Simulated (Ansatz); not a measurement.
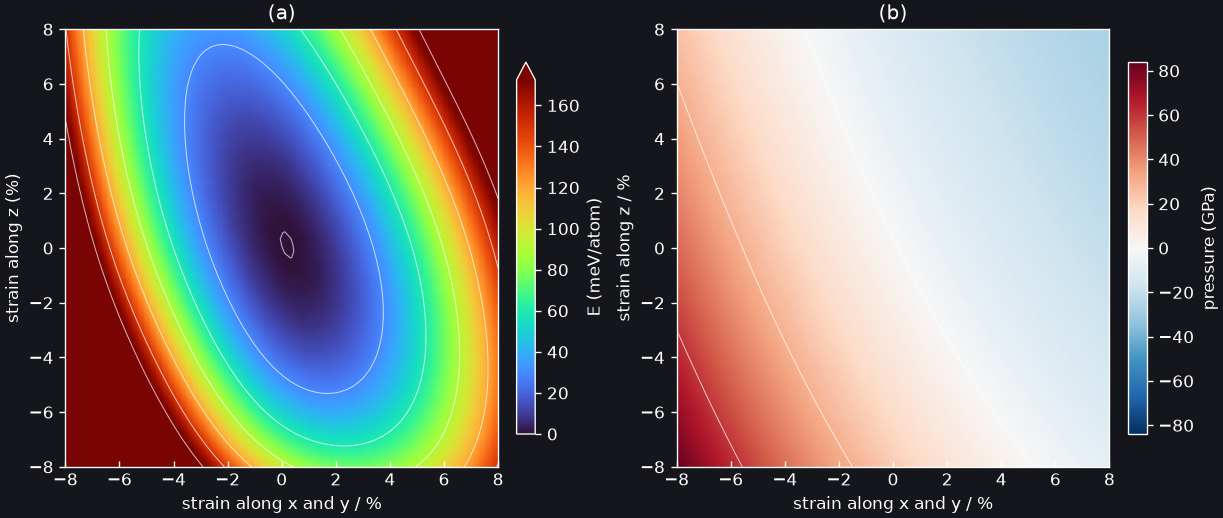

AlCo (Pm-3m, No. 221; 2 atoms in the cell). The cell is strained homogeneously, by one strain along x and y and another along z, with fractional coordinates fixed (x, y and z along the cube axes). The first coordinate is: strain along x and y; the second: strain along z. The scan uses a 5 × 5 grid. Points are written as (first, second). All energies are given in meV/atom relative to the lowest grid point. The runs have no spin polarisation; a magnetic state may lie lower. The reference cell is the one listed in the database, not relaxed at this level. These are results of Ansatz, DFT PBEsol, scalar-relativistic, plane waves, PAW, not measurements. Settings: cutoff 420 eV, k-mesh 16×16×16, gaussian smearing 0.15 eV, no spin polarisation.

Panel (a) is the energy and panel (b) the computed pressure on the same grid.

In the figure: a smooth colour map with a few white contour lines, one colour for all values above the top of the scale. Between grid points the surface is interpolated.

How does the pressure vary over the map, and what is it at the lowest grid point?

It runs from −27 GPa at (8 %, 8 %) to 84 GPa at (−8 %, −8 %). At the lowest grid point, (0 %, 0 %), it is 1 GPa.

```tsv
strain along z ↓, strain along x and y →	−8	−4	0	4	8
8	25	3	−12	−21	−27
4	36	11	−6	−17	−24
0	49	20	1	−12	−20
−4	64	32	10	−5	−15
−8	84	47	22	4	−8
```
